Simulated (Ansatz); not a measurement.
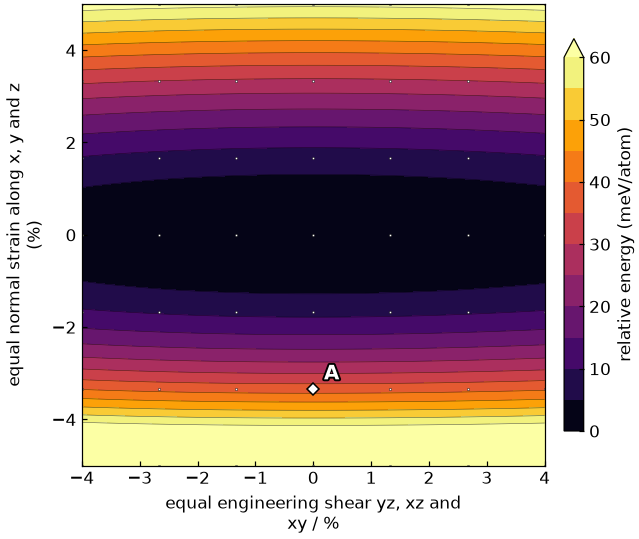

Br (I4/mmm, No. 139; 1 atom in the cell). The energy is mapped over two homogeneous strains (x along [1 0 0], y along [0 1 0], z along [0 0 1] of the conventional cell). Coordinates scanned: (1) equal engineering shear yz, xz and xy; (2) equal normal strain along x, y and z. Nothing is relaxed (symmetry fixes all fractional coordinates). The scan uses a 7 × 7 grid. Points are written as (first, second). Energies: meV/atom, counted from the lowest grid point. The runs have no spin polarisation; a magnetic state may lie lower. These are results of DFT PBE+D3(BJ), scalar-relativistic, plane waves, PAW in Ansatz, not measurements. Settings: cutoff 420 eV, k-mesh 22×22×22, gaussian smearing 0.15 eV, no spin polarisation.

Drawn: filled contours, dots at the grid points, one colour for all values above the top of the scale, the point A. Between grid points the surface is interpolated.

Question: Is A at rest? If not, where is it pushed?

Answer: A, at (0.00 %, −3.33 %), is not a stationary point. The computed force is nearly zero along the first coordinate and 24 meV/atom for each 1 % towards larger values of the second coordinate.
